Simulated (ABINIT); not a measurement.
## Run report: Ge, single-point calculation

System: Ge (Imma, 2 atoms in the cell).
Method: Kohn-Sham DFT of a periodic cell, PBEsol, PseudoDojo NC SR PBEsol v0.4.1 standard, no spin polarisation (ABINIT 10.8.3).

The structure derives from a Materials Project entry.

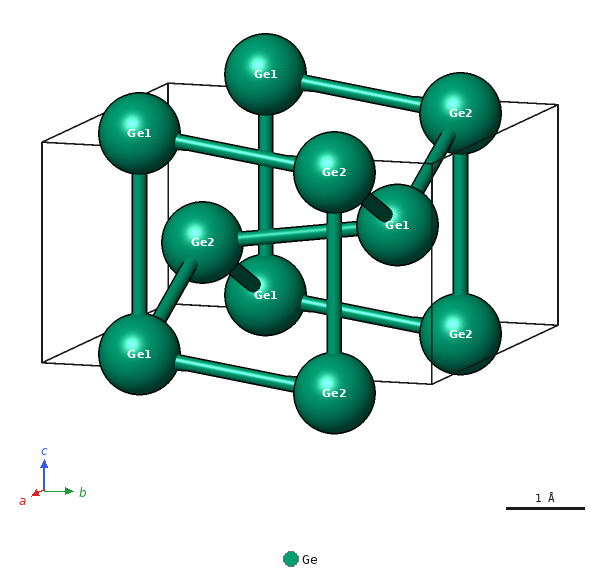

**Figure 1.** The input geometry (ball-and-stick view of the cell 2 times as large as that of the calculation, set on its symmetry axes, seen slightly off an axis; atoms are numbered from 1 in the order of the input). An atom can appear more than once, as a periodic image.

### Key numbers

- outcome: converged
- space group (tolerance 0.01 Å): Imma (74)
- electrons treated: 28
- free energy: −4854.2291 eV
- Fermi energy: 5.224 eV
- gap on the k-point mesh: none (metallic)
- pressure: −4.84 GPa
- largest force (length of the vector): 0.020 eV/Å
- hardware: 4 threads of Arm Neoverse V2, 112 GiB of memory available, shared host
- wall time: 31 s (CPU time 1.9 min)
- peak memory: 0.32 GiB

### Input
```
# Pseudopotentials
pp_dirpath "./"
pseudos "Ge.upf"

# Structure
acell 7.3968713675 7.3968713675 7.3968713675
rprim
    -0.6376430548     0.6772329563     0.3671060575
     0.6376430548    -0.6772329563     0.3671060575
     0.6376430548     0.6772329563    -0.3671060575
ntypat 1
znucl 32
natom 2
typat 1 1
xred
     0.3140570000     0.0640570000     0.2500000000
     0.6859430000     0.9359430000     0.7500000000
chkprim 0
chksymtnons 0
tolsym 1.0e-6

# Plane-wave basis
ecut 35.0

# k points
kptopt 1
ngkpt 8 8 8
nshiftk 1
shiftk 0.0 0.0 0.0

# Exchange and correlation
ixc -116133

# Bands and occupations
nband 18
occopt 3
tsmear 0.00183747

# SCF cycle
nstep 100
tolvrs 1.0e-10

# Output
iomode 3
prtwf 0
prtden 0
prteig 0
prtebands 0
enunit 2
```

Command:
```bash
mpirun --bind-to none -np 4 abinit run.abi > log 2>&1
```

### Log
```
.Version 10.8.3 of ABINIT
 Symmetries : space group Im m a (# 74); Bravais oI (body-center ortho.)
================================================================================
 Values of the parameters that define the memory need of the present run
     intxc =       0    ionmov =       0      iscf =       7    lmnmax =       6
     lnmax =       6     mgfft =      40  mpssoang =       3    mqgrid =    3001
     natom =       2  nloc_mem =       1    nspden =       1   nspinor =       1
    nsppol =       1      nsym =       8    n1xccc =    2501    ntypat =       1
    occopt =       3   xclevel =       2
       mpw =        2558          nfft =       64000          nkpt =          95
================================================================================
================================================================================

--------------------------------------------------------------------------------
------------- Echo of variables that govern the present computation ------------
--------------------------------------------------------------------------------
 -outvars: echo values of preprocessed input variables --------
            acell      7.3968713675E+00  7.3968713675E+00  7.3968713675E+00 Bohr
              amu      7.26100000E+01
          chkprim           0
      chksymtnons           0
             ecut      3.50000000E+01 Hartree
           enunit           2
                       outvar_i_n : Printing only first  50 k-points.
              ixc     -116133
                       outvar_i_n : Printing only first  50 k-points.
         kptrlatt        8    0    0      0    8    0      0    0    8
          kptrlen      4.34469806E+01
            natom           2
            nband          18
            ngfft          40      40      40
             nkpt          95
            nstep         100
             nsym           8
           ntypat           1
                       prtocc : prtvol=0, do not print more k-points.
           occopt           3
           prtden           0
        prtebands           0
           prteig           0
            prtwf           0
            rprim     -6.3764305480E-01  6.7723295630E-01  3.6710605750E-01
                       6.3764305480E-01 -6.7723295630E-01  3.6710605750E-01
                       6.3764305480E-01  6.7723295630E-01 -3.6710605750E-01
          spgroup          74
           tolsym      1.00000000E-06
           tolvrs      1.00000000E-10
           tsmear      1.83747000E-03 Hartree
            typat      1  1
                       outvars : Printing only first  50 k-points.
           xangst      9.6451718067E-17  1.3254314990E+00  1.8409302783E-01
                       2.4958979982E+00  1.3254314990E+00  1.2528539712E+00
            xcart      1.8226733152E-16  2.5047025318E+00  3.4788540429E-01
                       4.7165636547E+00  2.5047025318E+00  2.3675508813E+00
             xred      3.1405700000E-01  6.4057000000E-02  2.5000000000E-01
                       6.8594300000E-01  9.3594300000E-01  7.5000000000E-01
            znucl       32.00000

================================================================================

 chkinp: Checking input parameters for consistency.

================================================================================
== DATASET  1 ==================================================================

--- !DatasetInfo
iteration_state: {dtset: 1, }
dimensions: {natom: 2, nkpt: 95, mband: 18, nsppol: 1, nspinor: 1, nspden: 1, mpw: 2558, }
cutoff_energies: {ecut:  35.0, pawecutdg:  -1.0, }
electrons: {nelect:   2.80000000E+01, charge:   0.00000000E+00, occopt:   3.00000000E+00, tsmear:   1.83747000E-03, }
meta: {optdriver: 0, ionmov: 0, optcell: 0, iscf: 7, paral_kgb: 0, }
...

 Real(R)+Recip(G) space primitive vectors, cartesian coordinates (Bohr,Bohr^-1):
 R(1)= -4.7165637  5.0094051  2.7154363  G(1)=  0.0000000  0.0998123  0.1841325
 R(2)=  4.7165637 -5.0094051  2.7154363  G(2)=  0.1060094  0.0000000  0.1841325
 R(3)=  4.7165637  5.0094051 -2.7154363  G(3)=  0.1060094  0.0998123  0.0000000
 Unit cell volume ucvol=  2.5663238E+02 bohr^3
 Angles (23,13,12)=  1.00767417E+02  9.47444139E+01  1.36925499E+02 degrees

 getcut: wavevector=  0.0000  0.0000  0.0000  ngfft=  40  40  40
         ecut(hartree)=     35.000   => boxcut(ratio)=   2.03196

--- Pseudopotential description ------------------------------------------------
- pspini: atom type   1  psp file is ./Ge.upf
12 -116133 2 -1 1560                          pspcod,pspxc,lmax,lloc,mmax
     nproj     2     2     2

   1.72858076E+03                                ecore*ucvol(ha*bohr**3)
--------------------------------------------------------------------------------

================================================================================

--- !BeginCycle
iteration_state: {dtset: 1, }
solver: {iscf: 7, nstep: 100, nline: 4, wfoptalg: 0, }
tolerances: {tolvrs: 1.00E-10, }
...

     iter   Etot(hartree)      deltaE(h)  residm     vres2
 ETOT  1  -177.10416475750    -1.771E+02 1.243E+00 4.159E+01
 ETOT  2  -178.38368687069    -1.280E+00 4.284E-02 3.041E+01
 ETOT  3  -178.38897987277    -5.293E-03 1.812E-02 3.813E+00
 ETOT  4  -178.38951208869    -5.322E-04 2.619E-03 6.956E-01
 ETOT  5  -178.38963013922    -1.181E-04 1.118E-03 2.597E-03
 ETOT  6  -178.38963058960    -4.504E-07 6.726E-04 1.680E-04
 ETOT  7  -178.38963061486    -2.526E-08 9.913E-04 1.939E-05
 ETOT  8  -178.38963061807    -3.215E-09 6.101E-04 4.972E-07
 ETOT  9  -178.38963061816    -8.271E-11 5.768E-04 9.418E-11

 At SCF step    9       vres2   =  9.42E-11 < tolvrs=  1.00E-10 =>converged.

 Cartesian components of stress tensor (hartree/bohr^3)
  sigma(1 1)=  1.84359963E-04  sigma(3 2)=  0.00000000E+00
  sigma(2 2)=  1.77785145E-04  sigma(3 1)=  0.00000000E+00
  sigma(3 3)=  1.31426249E-04  sigma(2 1)=  0.00000000E+00

--- !ResultsGS
iteration_state: {dtset: 1, }
comment   : Summary of ground state results
lattice_vectors:
- [ -4.7165637,   5.0094051,   2.7154363, ]
- [  4.7165637,  -5.0094051,   2.7154363, ]
- [  4.7165637,   5.0094051,  -2.7154363, ]
lattice_lengths: [   7.39687,    7.39687,    7.39687, ]
lattice_angles: [100.767,  94.744, 136.925, ] # degrees, (23, 13, 12)
lattice_volume:   2.5663238E+02
convergence: {deltae: -8.271E-11, res2:  9.418E-11, residm:  5.768E-04, diffor: null, }
etotal    :  -1.78389631E+02
entropy   :   0.00000000E+00
fermie    :   1.91975645E-01
cartesian_stress_tensor: # hartree/bohr^3
- [  1.84359963E-04,   0.00000000E+00,   0.00000000E+00, ]
- [  0.00000000E+00,   1.77785145E-04,   0.00000000E+00, ]
- [  0.00000000E+00,   0.00000000E+00,   1.31426249E-04, ]
pressure_GPa:  -4.8405E+00
xred      :
- [  3.1406E-01,   6.4057E-02,   2.5000E-01, Ge]
- [  6.8594E-01,   9.3594E-01,   7.5000E-01, Ge]
cartesian_forces: # hartree/bohr
- [  2.33663090E-20,  -3.68116860E-21,   3.89555357E-04, ]
- [ -2.33663090E-20,   3.68116860E-21,  -3.89555357E-04, ]
force_length_stats: {min:   3.89555357E-04, max:   3.89555357E-04, mean:   3.89555357E-04, }
...

 Integrated electronic density in atomic spheres:
 ------------------------------------------------
 Atom  Sphere_radius  Integrated_density
    1        2.00000         11.47923248
    2        2.00000         11.47923248
================================================================================

 ----iterations are completed or convergence reached----

 Mean square residual over all n,k,spin=   45.438E-08; max=  57.678E-05
 reduced coordinates (array xred) for    2 atoms
       0.314057000000      0.064057000000      0.250000000000
       0.685943000000      0.935943000000      0.750000000000
 rms dE/dt=  1.0578E-03; max dE/dt=  1.0578E-03; dE/dt below (all hartree)
    1      -0.001057812751     -0.001057812751      0.001057812751
    2       0.001057812751      0.001057812751     -0.001057812751

 cartesian coordinates (angstrom) at end:
    1      0.00000000000000     1.32543149901588     0.18409302783005
    2      2.49589799816607     1.32543149901588     1.25285397117126

 cartesian forces (hartree/bohr) at end:
    1      0.00000000000000    -0.00000000000000     0.00038955535690
    2     -0.00000000000000     0.00000000000000    -0.00038955535690
 frms,max,avg= 2.2490989E-04 3.8955536E-04   0.000E+00  0.000E+00  0.000E+00 h/b

 cartesian forces (eV/Angstrom) at end:
    1      0.00000000000000    -0.00000000000000     0.02003174186200
    2     -0.00000000000000     0.00000000000000    -0.02003174186200
 frms,max,avg= 1.1565332E-02 2.0031742E-02   0.000E+00  0.000E+00  0.000E+00 e/A
 length scales=  7.396871367500  7.396871367500  7.396871367500 bohr
              =  3.914255757006  3.914255757006  3.914255757006 angstroms
 Fermi (or HOMO) energy (hartree) =   0.19198   Average Vxc (hartree)=  -0.42200
 Eigenvalues (hartree) for nkpt=  95  k points:
 kpt#   1, nband= 18, wtk=  0.00195, kpt=  0.0000  0.0000  0.0000 (reduced coord)
  -0.71605   -0.71315   -0.71300   -0.71294   -0.71164   -0.71042   -0.70811   -0.70809
  -0.70722   -0.70463   -0.28785    0.05320    0.10766    0.12408    0.31950    0.44922
   0.45733    0.48554
      occupation numbers for kpt#   1
   2.00000    2.00000    2.00000    2.00000    2.00000    2.00000    2.00000    2.00000
   2.00000    2.00000    2.00000    2.00000    2.00000    2.00000    0.00000    0.00000
   0.00000    0.00000
 prteigrs : prtvol=0 or 1, do not print more k-points.

 Fermi (or HOMO) energy (eV) =   5.22392   Average Vxc (eV)= -11.48308
 Eigenvalues (   eV  ) for nkpt=  95  k points:
 kpt#   1, nband= 18, wtk=  0.00195, kpt=  0.0000  0.0000  0.0000 (reduced coord)
 -19.48480  -19.40588  -19.40177  -19.40015  -19.36484  -19.33162  -19.26860  -19.26818
 -19.24448  -19.17382   -7.83283    1.44771    2.92959    3.37648    8.69395   12.22394
  12.44453   13.21230
 prteigrs : prtvol=0 or 1, do not print more k-points.

--- !EnergyTerms
iteration_state     : {dtset: 1, }
comment             : Components of total free energy in Hartree
kinetic             :  1.34026488888200E+02
hartree             :  4.55715995416323E+01
xc                  : -4.31742180279979E+01
Ewald energy        : -1.11105025139673E+02
psp_core            :  6.73562988420815E+00
local_psp           : -1.16006249481995E+02
non_local_psp       : -9.44375770103319E+01
internal            : -1.78389351345957E+02
'-kT*entropy'       : -2.79272199696395E-04
total_energy        : -1.78389630618157E+02
total_energy_eV     : -4.85422914102855E+03
band_energy         : -1.42304775978459E+01
...

 Cartesian components of stress tensor (hartree/bohr^3)
  sigma(1 1)=  1.84359963E-04  sigma(3 2)=  0.00000000E+00
  sigma(2 2)=  1.77785145E-04  sigma(3 1)=  0.00000000E+00
  sigma(3 3)=  1.31426249E-04  sigma(2 1)=  0.00000000E+00

-Cartesian components of stress tensor (GPa)         [Pressure= -4.8405E+00 GPa]
- sigma(1 1)=  5.42405736E+00  sigma(3 2)=  0.00000000E+00
- sigma(2 2)=  5.23061955E+00  sigma(3 1)=  0.00000000E+00
- sigma(3 3)=  3.86669375E+00  sigma(2 1)=  0.00000000E+00

== END DATASET(S) ==============================================================
================================================================================

 -outvars: echo values of variables after computation  --------
            acell      7.3968713675E+00  7.3968713675E+00  7.3968713675E+00 Bohr
           etotal     -1.7838963062E+02
            fcart      2.3366309034E-20 -3.6811685955E-21  3.8955535690E-04
                      -2.3366309034E-20  3.6811685955E-21 -3.8955535690E-04
            rprim     -6.3764305480E-01  6.7723295630E-01  3.6710605750E-01
                       6.3764305480E-01 -6.7723295630E-01  3.6710605750E-01
                       6.3764305480E-01  6.7723295630E-01 -3.6710605750E-01
           strten      1.8435996258E-04  1.7778514501E-04  1.3142624922E-04
                       0.0000000000E+00  0.0000000000E+00  0.0000000000E+00
           xangst      9.6451718067E-17  1.3254314990E+00  1.8409302783E-01
                       2.4958979982E+00  1.3254314990E+00  1.2528539712E+00
             xred      3.1405700000E-01  6.4057000000E-02  2.5000000000E-01
                       6.8594300000E-01  9.3594300000E-01  7.5000000000E-01
 Calculation completed.
```
